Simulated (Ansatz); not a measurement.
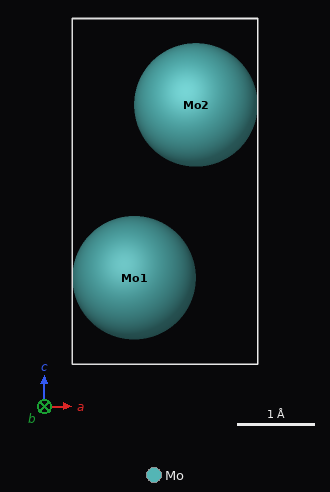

**Figure 1.** The structure (spheres-only view of the cell of the calculation, along the b axis; atoms are numbered from 1 in the order of the input).

## From Mo to Re

System: Mo (P6₃/mmc, 2 atoms in the cell).
Method of run 1: DFT PBE, scalar-relativistic, plane waves, PAW, no spin polarisation (Ansatz 0.2.0).
System of run 2: Re (2 atoms in the cell).

On run 1: The structure was made by swapping elements on the sites of another compound; it need not be a known phase. On run 2: The structure derives from a Materials Project entry. Text and figures count atoms from 1; the logs count them from 0 in places.

The input, run 1:
```yaml
crystal:
  lattice:
    - [2.8125985962, 0.0, 0.0]
    - [-1.4062992981, 2.435781835, 0.0]
    - [0.0, 0.0, 4.5452688079]
  atoms:
    - { symbol: Mo, position: [0.3333333333, 0.6666666667, 0.25] }
    - { symbol: Mo, position: [0.6666666667, 0.3333333333, 0.75] }
basis:
  ecutwfc: 420
kpoints:
  mp_grid: { grid: [9, 9, 4] }
hamiltonian:
  xc: pbe
scf:
  occupations: { method: gaussian, width: 0.1 }
output:
  forces: true
  stress: true
  eigenvalues: true
```

Command:
```bash
ansatz run input.yaml --threads 1 --pin off --max-ram 2560MiB --backend cpu --events-out ev --progress --plain --runs-dir out
```

Hardware: 1 thread of Intel Xeon (Granite Rapids), 64 GiB of memory available, shared host.

Output, shortened to warnings, some set-up lines, iterations and results (run 1):
```
Basis set: ecut = 420 eV, 603 PW (Γ), exchange–correlation on 40×40×64 points (8 copies of the dense FFT grid, shifted against one another)
Symmetry: 24 space group operations
k-points: 36 of 324
Initial density: superposition of atomic densities (neutral atoms: chi_scale 0, normalization atom), corrected by the library's trained network
[...]
SCF iter   1: F=—  HF=-9911.083235 eV  |F-HF|=—  |Δ(HF+E_count)|=         —  Δρ=1.01e-2  dr2=2.30e-2  ethr=1.77e-3  ⟨swp⟩=5.1  Hψ=2854  notcnv=0
SCF iter   2: F=—  HF=-9911.079225 eV  |F-HF|=—  |Δ(HF+E_count)|=   4.01e-3  Δρ=6.03e-3  dr2=8.44e-3  ethr=8.22e-5  ⟨swp⟩=1.0  Hψ=936  notcnv=0
SCF iter   3: F=—  HF=-9911.077289 eV  |F-HF|=—  |Δ(HF+E_count)|=   1.94e-3  Δρ=3.93e-4  dr2=2.12e-5  ethr=3.01e-5  ⟨swp⟩=2.1  Hψ=878  notcnv=0
SCF iter   4: F=—  HF=-9911.077296 eV  |F-HF|=—  |Δ(HF+E_count)|=   6.93e-6  Δρ=1.15e-4  dr2=3.00e-6  ethr=7.56e-8  ⟨swp⟩=2.6  Hψ=1201  notcnv=0
SCF iter   5: F=-9911.077295 eV  HF=-9911.077295 eV  |F-HF|=1.57e-8  |Δ(HF+E_count)|=   1.26e-6  Δρ=1.81e-5  dr2=3.04e-8  ethr=1.07e-8  ⟨swp⟩=2.0  Hψ=1095  notcnv=0
SCF iter   6: F=-9911.077295 eV  HF=-9911.077295 eV  |F-HF|=7.86e-10  |Δ(HF+E_count)|=   1.94e-8  Δρ=4.46e-6  dr2=3.57e-9  ethr=1.09e-10  ⟨swp⟩=2.0  Hψ=2041  notcnv=0
SCF 1 converged in 6 iterations: F = -9911.077295 eV  dr2 = 3.57e-9
SCF converged after 6 iterations
Free energy (F): -9911.077295 eV
Harris-Foulkes:  -9911.077295 eV  (|F-HF|=7.86e-10)
Internal energy: -9911.057142 eV  (E = F + TS)
E sigma→0 (E₀):  -9911.067219 eV
Entropy (-TS):   -0.020153 eV (-10.076 meV/atom)
Fermi energy:    20.798816 eV
--- Per-component energies (eV) ---
  E_band       = -102.450795
  E_kinetic    = 884.714464
  E_local      = -1569.328869  (includes V_loc(G=0)·N_el)
  E_nonlocal   = 287.308721
  E_hartree    = 521.114722
  E_xc         = -367.364377
  E_vxc        = -458.565937  (∫ρ·V_xc dr)
  E_paw        = -6403.154138  (= ΣΔE_a)
  E_vpaw       = -288.810655  (= ΣTr[D̂ρ^β])
  E_aug_tail   = 0.000079  (compensation charges beyond the density's cutoff)
  E_ewald      = -3264.347744
  E_smearing   = -0.020153  (= −TS)
  E_closure    = 0.000000  (closes the sum)
  Σ components = -9911.077295   (vs F -9911.077295, Δ=0.00e0)
--- Forces (eV/Å), atoms counted from 1 ---
  atom   1  Mo    -0.00000000    -0.00000000     0.00000000
  atom   2  Mo     0.00000000     0.00000000    -0.00000000
  max |Σ_I F_I| component: 4.63e-17 eV/Å
--- Stress (GPa, compression-positive) ---
        5.123562       0.000000       0.000000
        0.000000       5.123562      -0.000000
        0.000000      -0.000000       9.420428
  P = ⅓ Tr σ = 6.5559 GPa (65.559 kbar)
```

The input of run 2 differs as follows (lines with − go, lines with + come):
```diff
-    - [2.8125985962, 0.0, 0.0]
-    - [-1.4062992981, 2.435781835, 0.0]
-    - [0.0, 0.0, 4.5452688079]
+    - [2.7653363785, 0.0, 0.0]
+    - [-1.3826681893, 2.3948515538, 0.0]
+    - [0.0, 0.0, 4.47357663]
-    - { symbol: Mo, position: [0.3333333333, 0.6666666667, 0.25] }
-    - { symbol: Mo, position: [0.6666666667, 0.3333333333, 0.75] }
+    - { symbol: Re, position: [0.33333333, 0.66666667, 0.25] }
+    - { symbol: Re, position: [0.66666667, 0.33333333, 0.75] }
```

Predict how the results change.

The total energies belong to different systems, so their difference says nothing on which is more stable or more accurate. The pressure goes from 6.56 to 3.28 GPa. The volume per atom goes from 15.57 to 14.81 Å³. The number of SCF iterations is the same. The plane waves at Γ go from 603 to 579.

Output, shortened to warnings, some set-up lines, iterations and results (run 2):
```
Basis set: ecut = 420 eV, 579 PW (Γ), exchange–correlation on 40×40×60 points (8 copies of the dense FFT grid, shifted against one another)
Symmetry: 24 space group operations
k-points: 36 of 324
Initial density: superposition of atomic densities (neutral atoms: chi_scale 0, normalization atom), corrected by the library's trained network
[...]
SCF iter   1: F=—  HF=-21736.146144 eV  |F-HF|=—  |Δ(HF+E_count)|=         —  Δρ=7.95e-3  dr2=6.84e-3  ethr=1.77e-3  ⟨swp⟩=5.2  Hψ=3045  notcnv=0
SCF iter   2: F=—  HF=-21736.148463 eV  |F-HF|=—  |Δ(HF+E_count)|=   2.32e-3  Δρ=4.76e-3  dr2=2.57e-3  ethr=2.28e-5  ⟨swp⟩=1.4  Hψ=1036  notcnv=0
SCF iter   3: F=—  HF=-21736.149505 eV  |F-HF|=—  |Δ(HF+E_count)|=   1.04e-3  Δρ=2.44e-4  dr2=6.66e-6  ethr=8.56e-6  ⟨swp⟩=2.1  Hψ=940  notcnv=0
SCF iter   4: F=—  HF=-21736.149467 eV  |F-HF|=—  |Δ(HF+E_count)|=   3.81e-5  Δρ=5.72e-5  dr2=5.22e-7  ethr=2.22e-8  ⟨swp⟩=2.1  Hψ=1166  notcnv=0
SCF iter   5: F=-21736.149467 eV  HF=-21736.149467 eV  |F-HF|=5.26e-9  |Δ(HF+E_count)|=   9.21e-8  Δρ=1.15e-5  dr2=2.14e-8  ethr=1.74e-9  ⟨swp⟩=2.9  Hψ=1240  notcnv=0
SCF iter   6: F=-21736.149467 eV  HF=-21736.149467 eV  |F-HF|=5.09e-11  |Δ(HF+E_count)|=  4.04e-10  Δρ=2.59e-6  dr2=5.71e-10  ethr=7.12e-11  ⟨swp⟩=2.2  Hψ=2244  notcnv=0
SCF 1 converged in 6 iterations: F = -21736.149467 eV  dr2 = 5.71e-10
SCF converged after 6 iterations
Free energy (F): -21736.149467 eV
Harris-Foulkes:  -21736.149467 eV  (|F-HF|=5.09e-11)
Internal energy: -21736.140403 eV  (E = F + TS)
E sigma→0 (E₀):  -21736.144935 eV
Entropy (-TS):   -0.009063 eV (-4.532 meV/atom)
Fermi energy:    23.836010 eV
--- Per-component energies (eV) ---
  E_band       = -148.060873
  E_kinetic    = 1082.344683
  E_local      = -1526.535150  (includes V_loc(G=0)·N_el)
  E_nonlocal   = 96.972755
  E_hartree    = 547.204835
  E_xc         = -808.106016
  E_vxc        = -608.365016  (∫ρ·V_xc dr)
  E_paw        = -17317.956186  (= ΣΔE_a)
  E_vpaw       = -286.887666  (= ΣTr[D̂ρ^β])
  E_aug_tail   = -0.000155  (compensation charges beyond the density's cutoff)
  E_ewald      = -3810.065169
  E_smearing   = -0.009063  (= −TS)
  E_closure    = 0.000000  (closes the sum)
  Σ components = -21736.149467   (vs F -21736.149467, Δ=0.00e0)
--- Forces (eV/Å), atoms counted from 1 ---
  atom   1  Re     0.00000000     0.00000000     0.00000000
  atom   2  Re    -0.00000000    -0.00000000    -0.00000000
  max |Σ_I F_I| component: 9.25e-18 eV/Å
--- Stress (GPa, compression-positive) ---
        3.656822       0.000000       0.000000
        0.000000       3.656822      -0.000000
        0.000000      -0.000000       2.526862
  P = ⅓ Tr σ = 3.2802 GPa (32.802 kbar)
```

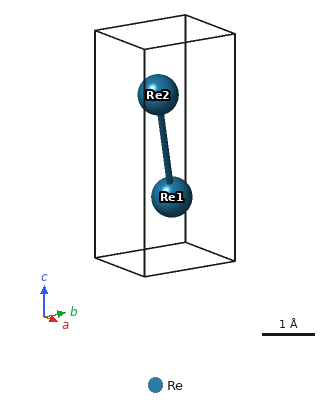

**Figure 2.** The input structure of run 2 (ball-and-stick view of the cell of the calculation, seen slightly off an axis; atoms are numbered from 1 in the order of the input).

The two runs side by side:

```tsv
quantity	run 1	run 2
outcome	converged	converged
free energy per atom (eV)	−4955.5386	−10868.0747
energy per atom, smearing taken to zero (eV)	−4955.5336	−10868.0725
gap on the mesh (eV)	0.00	0.00
pressure (GPa)	6.56	3.28
volume per atom (Å³)	15.57	14.81
largest force (eV/Å)	0.000	0.000
SCF iterations	6	6
irreducible k-points	36	36
plane waves at Γ	603	579
wall time (shared host)	0.59 s	0.62 s
```

For run 2: Spin–orbit coupling is left out, which matters for Re.
